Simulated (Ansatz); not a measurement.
## Geometry relaxation of Ti$_{4}$O (part 2 of 2)

The same run, continued: Ti$_{4}$O (slab, 5 atoms in the cell); DFT PBEsol, scalar-relativistic, plane waves, PAW, PAW set soft_1, no spin polarisation (Ansatz 0.2.0); cutoff 420 eV, 9×9×1 k-mesh, Gaussian smearing of 0.1 eV. The structure derives from an entry of the Crystallography Open Database. The input holds or restrains some coordinates. Forces given for the steps count only the free coordinates.

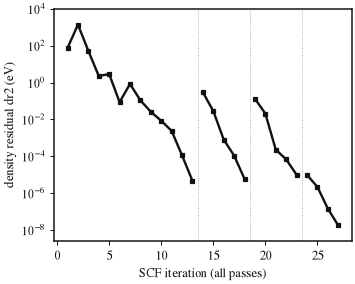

**Figure 1.** Convergence of the self-consistent field: density residual dr2 against the SCF iteration. The dotted lines part the SCF passes of the relaxation: geometry steps, rejected trials and re-solves on a re-selected basis. The passes take 13, 5, 5 and 4 iterations.

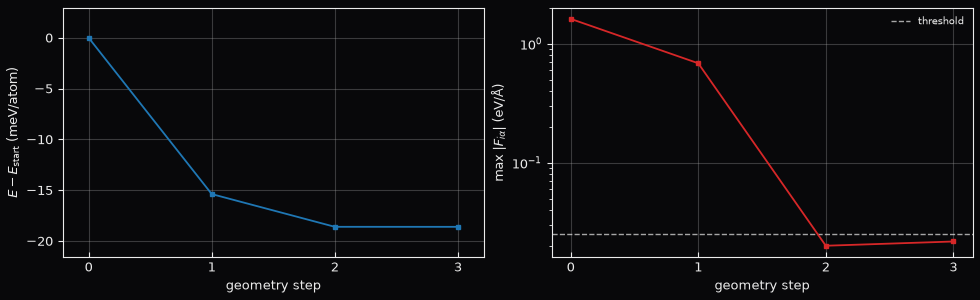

**Figure 2.** Progress of the restrained relaxation, step by step (the first geometry is step 0 here and step 1 in the log).

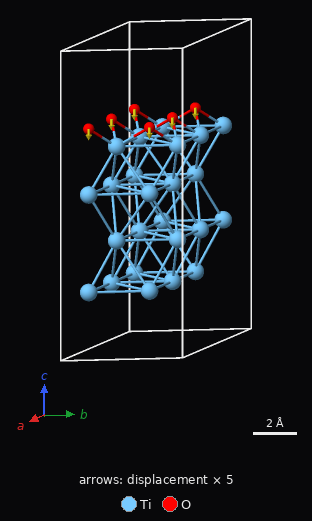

**Figure 3.** The starting structure with the displacements as yellow arrows, magnified 5 times (ball-and-stick view of the 3 × 2 repeat of the cell, with the vacuum cut short, seen slightly off an axis). The largest move is that of O5, 0.11 Å. Ti stays in place. The cell doesn't change. Distances before and after: Ti4–O5 1.961 → 1.905 Å. Among the angles that change: Ti4–O5–Ti4 95.4° → 99.1°. The energy falls by 18.6 meV per atom in 3 geometry steps. Largest force component: 1.6 eV/Å at the start, 0.022 eV/Å at the end. (Atoms are counted from 1 in the order of the input.)

```
SCF converged after 4 iterations
Free energy (F): -10456.875736 eV
Harris-Foulkes:  -10456.875736 eV  (|F-HF|=1.42e-8)
Internal energy: -10456.837228 eV  (E = F + TS)
E sigma→0 (E₀):  -10456.856482 eV
Entropy (-TS):   -0.038507 eV (-7.701 meV/atom)
Fermi energy:    3.371018 eV
Dipole field:    D = -0.035681 V/Å  (p = -0.032042 e·Å, saw-weighted, corrected)
Work function:   Φ+ = 5.3642 eV   Φ− = 4.5681 eV
Levels:          The Fermi level and band energies are counted from a zero that moves with the ramp; work functions are not
--- Per-component energies (eV) ---
  E_band       = -1152.807008
  E_kinetic    = 1297.134236
  E_local      = -47363.277150  (includes V_loc(G=0)·N_el)
  E_nonlocal   = 301.268024
  E_hartree    = 23011.034401
  E_xc         = -532.042577
  E_vxc        = -671.115987  (∫ρ·V_xc dr)
  E_paw        = -4226.746553  (= ΣΔE_a)
  E_vpaw       = -738.895633  (= ΣTr[D̂ρ^β])
  E_aug_tail   = 0.000453  (compensation charges beyond the density's cutoff)
  E_efield     = 0.000572  (sawtooth field / dipole correction)
  E_vefield    = 0.009005  (∫n·V_field dr)
  E_ewald      = 17055.198539
  E_core_change = 0.592826  (= ΣΔE_core)
  E_smearing   = -0.038507  (= −TS)
  E_closure    = 0.000000  (closes the sum)
  Σ components = -10456.875736   (vs F -10456.875736, Δ=0.00e0)
--- Forces (eV/Å), atoms counted from 1 ---
  atom   1  Ti     0.00000000    -0.00000000     0.59121188
  atom   2  Ti     0.00000000     0.00000000    -0.36455905
  atom   3  Ti    -0.00000000    -0.00000000    -2.18015302
  atom   4  Ti    -0.00000000     0.00000000     1.97540296
  atom   5  O      0.00000000    -0.00000000    -0.02183154
  max |Σ_I F_I| component: 7.12e-5 eV/Å
--- Band table (eV; the first three rows and the last of 12) ---
  k-point 0: bands = ["-53.6190", "-53.2679", "-53.0783", "-52.8450", "-30.0977", "-29.8234", "-29.7858", "-29.7858", "-29.4318", "-29.3080", "-29.3080", "-29.1427", "-29.1427", "-29.0962", "-28.9308", "-28.9308", "-16.1556", "-3.0442", "-2.2537", "-1.9885", "-1.9885", "-1.0416", "0.2195", "2.9843", "3.2531", "3.7254", "3.9698", "4.0152", "4.0152", "4.1456", "4.1456", "4.4084", "4.4084"]
  k-point 1: bands = ["-53.6060", "-53.2571", "-53.0688", "-52.8359", "-30.0763", "-29.8877", "-29.8052", "-29.8045", "-29.4460", "-29.3557", "-29.3235", "-29.2063", "-29.1566", "-29.0883", "-28.9890", "-28.9443", "-16.0828", "-2.8607", "-2.2791", "-1.9223", "-1.8766", "-0.6894", "0.5365", "2.8850", "3.2529", "3.3897", "3.7660", "3.8655", "4.0634", "4.0920", "4.2603", "4.3566", "4.4644"]
  k-point 2: bands = ["-53.5729", "-53.2296", "-53.0447", "-52.8129", "-30.1439", "-30.0011", "-29.8515", "-29.7682", "-29.5614", "-29.4223", "-29.3627", "-29.3331", "-29.1917", "-29.1254", "-29.0896", "-28.9786", "-15.9131", "-2.8256", "-2.2239", "-1.7801", "-0.9989", "0.1152", "1.2407", "2.4093", "2.8012", "3.0182", "3.3154", "3.5136", "3.9545", "4.0194", "4.1617", "4.6034", "4.6820"]
  k-point 11: bands = ["-53.4925", "-53.1628", "-52.9865", "-52.7574", "-30.4340", "-30.2175", "-29.8761", "-29.7179", "-29.6945", "-29.6934", "-29.5009", "-29.4517", "-29.3964", "-29.2841", "-29.1966", "-29.1284", "-15.5655", "-2.8953", "-1.5278", "-1.4561", "1.4463", "1.9051", "2.1385", "2.1523", "2.2936", "2.6395", "2.6537", "3.3447", "3.4624", "3.5596", "3.6519", "4.4111", "4.9317"]
--- Relaxed structure (4 steps of the walk, 4 accepted, 0 SCFs on fresh bases) ---
  F+E_penalty+E_count = -10456.87573558 eV   max|allowed force component| = 2.183e-2 eV/Å
  atoms:
    - { symbol: Ti, position: [0.6666666666666665, 0.33333333333333326, 0.17927833529999998] }
    - { symbol: Ti, position: [0.33333333333333337, 0.6666666666666667, 0.2821522919] }
    - { symbol: Ti, position: [0.6666666666666665, 0.33333333333333326, 0.388703203] }
    - { symbol: Ti, position: [0.33333333333333337, 0.6666666666666667, 0.4845747859999999] }
    - { symbol: O, position: [0.6666666666666666, 1.333333333333333, 0.5252895168582022] }
```

**Trajectory as extended XYZ (Å, eV, eV/Å), 4 frames, from step=1 to step=4**
```
5
Lattice="2.9000 0.0000 0.0000 -1.4500 2.5114 0.0000 0.0000 0.0000 22.3117" Properties=species:S:1:pos:R:3:forces:R:3 step=1 energy=-10456.78272
Ti    1.4500    0.8371    4.0000    0.0000   0.0000   0.6207
Ti    0.0000    1.6743    6.2953    0.0000   0.0000  -0.4423
Ti    1.4500    0.8371    8.6726    0.0000   0.0000  -1.9193
Ti    0.0000    1.6743   10.8117    0.0000   0.0000   3.3629
O     0.0000    3.3486   11.8317    0.0000   0.0000  -1.6223
5
Lattice="2.9000 0.0000 0.0000 -1.4500 2.5114 0.0000 0.0000 0.0000 22.3117" Properties=species:S:1:pos:R:3:forces:R:3 step=2 energy=-10456.85962
Ti    1.4500    0.8371    4.0000    0.0000   0.0000   0.6024
Ti    0.0000    1.6743    6.2953    0.0000   0.0000  -0.3958
Ti    1.4500    0.8371    8.6726    0.0000   0.0000  -2.0728
Ti    0.0000    1.6743   10.8117    0.0000   0.0000   2.5533
O     0.0000    3.3486   11.7653    0.0000   0.0000  -0.6869
5
Lattice="2.9000 0.0000 0.0000 -1.4500 2.5114 0.0000 0.0000 0.0000 22.3117" Properties=species:S:1:pos:R:3:forces:R:3 step=3 energy=-10456.87573
Ti    1.4500    0.8371    4.0000    0.0000   0.0000   0.5903
Ti    0.0000    1.6743    6.2953    0.0000   0.0000  -0.3646
Ti    1.4500    0.8371    8.6726    0.0000   0.0000  -2.1785
Ti    0.0000    1.6743   10.8117    0.0000   0.0000   1.9740
O     0.0000    3.3486   11.7201    0.0000   0.0000  -0.0201
5
Lattice="2.9000 0.0000 0.0000 -1.4500 2.5114 0.0000 0.0000 0.0000 22.3117" Properties=species:S:1:pos:R:3:forces:R:3 step=4 energy=-10456.87574
Ti    1.4500    0.8371    4.0000    0.0000   0.0000   0.5912
Ti    0.0000    1.6743    6.2953    0.0000   0.0000  -0.3646
Ti    1.4500    0.8371    8.6726    0.0000   0.0000  -2.1802
Ti    0.0000    1.6743   10.8117    0.0000   0.0000   1.9754
O     0.0000    3.3486   11.7201    0.0000   0.0000  -0.0218
```

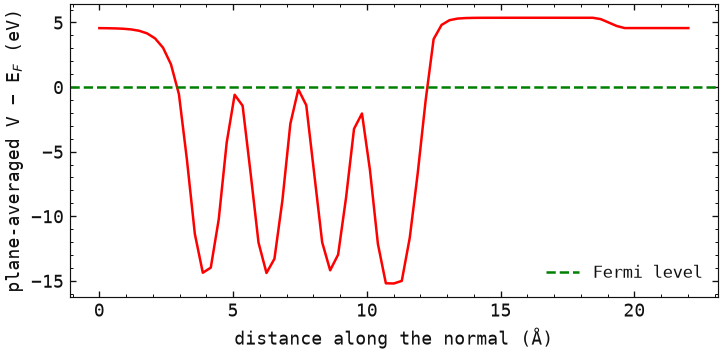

**Figure 4.** Plane average of the electrostatic potential energy of an electron across the cell, from the Fermi level. The vacuum level lies 5.36 eV above the Fermi level on the upper side and 4.57 eV on the lower.

The run was set up as follows.

**The input**
```yaml
crystal:
  lattice:
    - [2.8999670177, 0.0, 0.0]
    - [-1.4499835088, 2.5114451074, 0.0]
    - [0.0, 0.0, 22.3116752696]
  atoms:
    - { symbol: Ti, position: [0.6666666667, 0.3333333333, 0.1792783353] }
    - { symbol: Ti, position: [0.3333333333, 0.6666666667, 0.2821522919] }
    - { symbol: Ti, position: [0.6666666667, 0.3333333333, 0.388703203] }
    - { symbol: Ti, position: [0.3333333333, 0.6666666667, 0.484574786] }
    - { symbol: O, position: [0.6666666667, 1.3333333333, 0.5302907615] }
basis:
  ecutwfc: 420
kpoints:
  mp_grid: { grid: [9, 9, 1] }
hamiltonian:
  xc: pbesol
  pseudopotentials: { kind: paw, azcp: { folder: soft_1 } }
scf:
  occupations: { method: gaussian, width: 0.1 }
output:
  forces: true
  eigenvalues: true
relax:
  adjacent_minimum: "off"
  f_tol: 0.025
  max_steps: 16
  constraints: [{ sites: [0, 1, 2, 3] }, { sites: [4], fix: xy }]
efield:
  axis: 3
  dipole_correction: true
  ramp_width: 0.04
```

Command:
```bash
ansatz run input.yaml --threads 1 --pin off --max-ram 3072MiB --backend cpu --events-out ev --progress --plain --runs-dir out
```

**Key numbers**

```tsv
quantity	value
outcome	converged under the restraints of the input
electrons treated	54
free energy	−10456.8757 eV
work function, top face	5.36 eV
work function, bottom face	4.57 eV
Fermi energy	3.371 eV
gap on the k-point mesh	none (metallic)
final volume	162.50 Å³
work function (upper face)	5.36 eV
largest force (length of the vector) at the end, held atoms and coordinates included	2.180 eV/Å
hardware	1 thread of Arm Neoverse V2, 24 GiB of memory available, shared host
wall time	31 s
peak memory	0.37 GiB
```

Notes on the run: the PAW datasets were made with another functional.
